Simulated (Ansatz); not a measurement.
Consider Al₂Cu.

The calculation's input:

```
crystal:
  lattice:
    - [4.105182, 0.0, 0.0]
    - [0.0, 4.105182, 0.0]
    - [0.0, 0.0, 2.891313]
  atoms:
    - { symbol: Al, position: [0.5, 0.0, 0.5] }
    - { symbol: Al, position: [0.0, 0.5, 0.5] }
    - { symbol: Cu, position: [0.0, 0.0, 0.0] }
basis:
  ecutwfc: 520
kpoints:
  mp_grid: { grid: [10, 10, 14] }
hamiltonian:
  xc: pbesol
scf:
  occupations: { method: gaussian, width: 0.1 }
output:
  forces: true
  stress: true
  eigenvalues: true
  write_density: true
  write_potential: true
  elf: true
  volumetric_format: npy
relax:
  adjacent_minimum: "off"
  f_tol: 0.01
  max_steps: 60
  cell: { stress_tol: 0.05 }
```

Launched as:

```sh
ansatz run input.yaml --threads 1 --pin off --max-ram 2560MiB --backend cpu --events-out ev --progress --plain --runs-dir out
```

Below, planes, directions and counts refer to the conventional cell (a = 4.08 Å, b = 4.08 Å, c = 2.85 Å, α = 90.00°, β = 90.00°, γ = 90.00°).

The fields are those of the run's last geometry, not of the input's.

Space group P4/mmm; a structure from a database of computed crystals, not necessarily the ambient phase; computed without spin polarisation.

Method: DFT PBEsol, scalar-relativistic, plane waves, PAW in Ansatz 0.2.0.

### What can the converged valence pseudo-density and electron localisation function tell about the bonding?

Al–Cu (2.49 Å): ρ is about 0.31 e/Å³ halfway; the ELF peaks at about 0.65 between the atoms.
Al–Al (2.89 Å): the density is about 0.2 e/Å³ at the midpoint; the ELF peaks at about 0.65 between the atoms.

### Does the calculation give a band gap?

It is metallic or semimetallic at this level of theory: no gap opens.

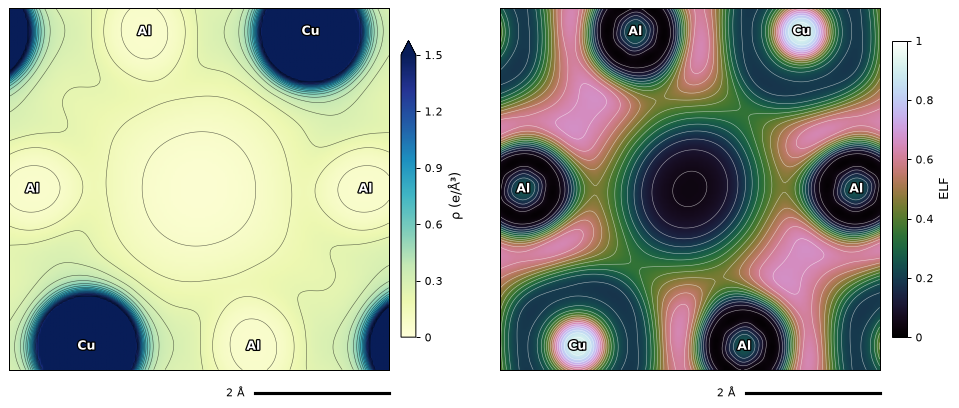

Computed valence pseudo-density and electron localisation function on the (111) plane of the conventional cell, in this order. 

Core electrons are frozen (PAW), and the valence fields are smoothed inside the atomic spheres.
